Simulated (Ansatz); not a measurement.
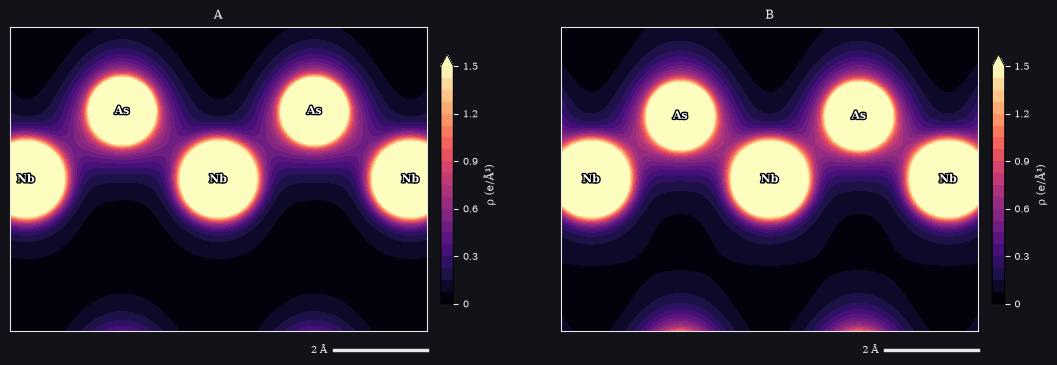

NbAs. The valence pseudo-density of two cells that differ in size, on the (11̄0) plane of each (indices in the axes of the calculation cell), at one length scale and on one colour scale: A has 25.1 Å³ an atom and B 20.0.

Space group F-43m; started from the zinc blende prototype, which need not be the ambient phase; spin-polarised.

Method: Ansatz, DFT r2SCAN, scalar-relativistic, plane waves, PAW.

In a PAW calculation such maps are meaningful between the atoms, not at the nuclei.

The larger cell:

```yaml
crystal:
  lattice:
    - [0.00000, 2.92602, 2.92602]
    - [2.92602, 0.00000, 2.92602]
    - [5.85205, 5.85205, 0.00000]
  atoms:
    - { symbol: Nb, position: [0.00000, 0.00000, 0.00000] }
    - { symbol: As, position: [0.25000, 0.25000, 0.12500] }
    - { symbol: Nb, position: [0.00000, 0.00000, 0.50000] }
    - { symbol: As, position: [0.25000, 0.25000, 0.62500] }
```

The smaller cell: a = 3.841 Å, b = 3.841 Å, c = 7.683 Å, α = 60.00°, β = 60.00°, γ = 60.00°.

What changes from the larger cell to the smaller?

From the larger cell to the smaller, Nb–As goes from 2.53 to 2.35 Å, and the density at its midpoint from 0.51 to 0.66 e/Å³; the pressure goes from −1.4 to 28 GPa; the largest moment (Nb) goes from 0.7 to 0.3 μB.
